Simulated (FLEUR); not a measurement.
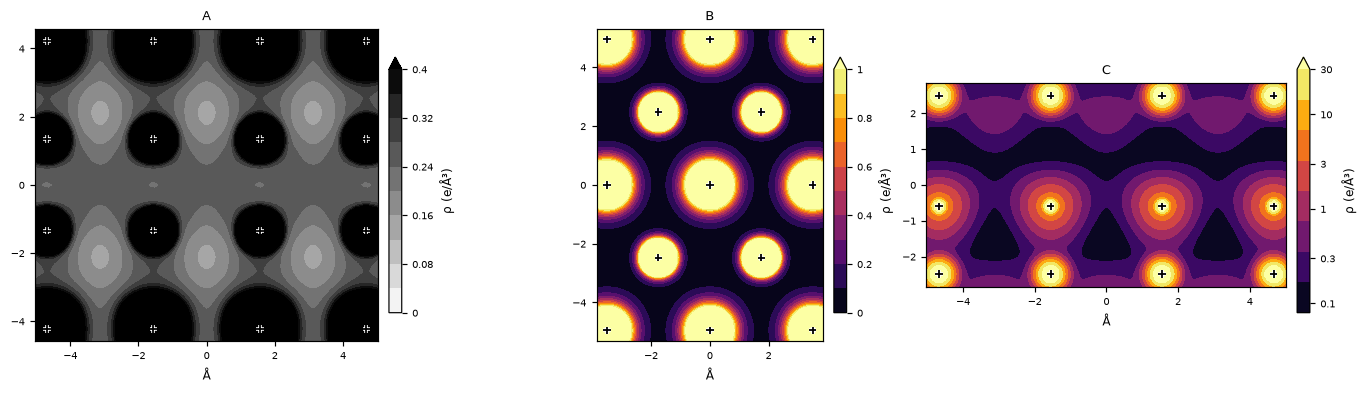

The total electron density of 3 systems, each on a plane through atoms (crosses mark nuclei in the plane).

The calculation used Kohn-Sham DFT of a periodic cell, PBEsol, all-electron (FLEUR MaX-R8.1 (later development tree)).

System 1: AlN, the (100) plane of the conventional cell. Space group P6₃mc.

```cif
data_structure
_symmetry_space_group_name_H-M 'P 1'
_symmetry_Int_Tables_number 1
_cell_length_a 3.1130
_cell_length_b 3.1130
_cell_length_c 4.9810
_cell_angle_alpha 90.000
_cell_angle_beta 90.000
_cell_angle_gamma 120.000
_cell_volume 41.80
loop_
_atom_site_label
_atom_site_type_symbol
_atom_site_fract_x
_atom_site_fract_y
_atom_site_fract_z
_atom_site_occupancy
Al1 Al 0.66667 0.33333 0.50000 1
Al2 Al 0.33333 0.66667 0.00000 1
N1 N 0.66667 0.33333 0.88000 1
N2 N 0.33333 0.66667 0.38000 1
```

System 2: Al2Ru, the (100) plane of the conventional cell. Space group I4/mmm; a structure from a database of computed crystals, not necessarily the ambient phase.

System 3: NaCl, the (110) plane of the conventional cell. Space group Pm-3m; a structure from a database of computed crystals, not necessarily the ambient phase.

```xyz
2
Lattice="3.5022 0.0000 0.0000 0.0000 3.5022 0.0000 0.0000 0.0000 3.5022" Properties=species:S:1:pos:R:3 pbc="T T T"
Cl    1.7511    1.7511    1.7511
Na    0.0000    0.0000    0.0000
```

Match each panel to its system.

Answer. Panel A is system 2, Al2Ru: the plane holds Ru and Al. Al–Al (2.69 Å): the density is about 0.24 e/Å³ at the midpoint. Panel B is system 3, NaCl: the plane holds Cl and Na. Na–Cl (3.03 Å): ρ is about 0.09 e/Å³ halfway. Panel C is system 1, AlN: the plane holds Al and N. Al–N (1.89 Å): ρ at the midpoint is about 0.7 e/Å³.
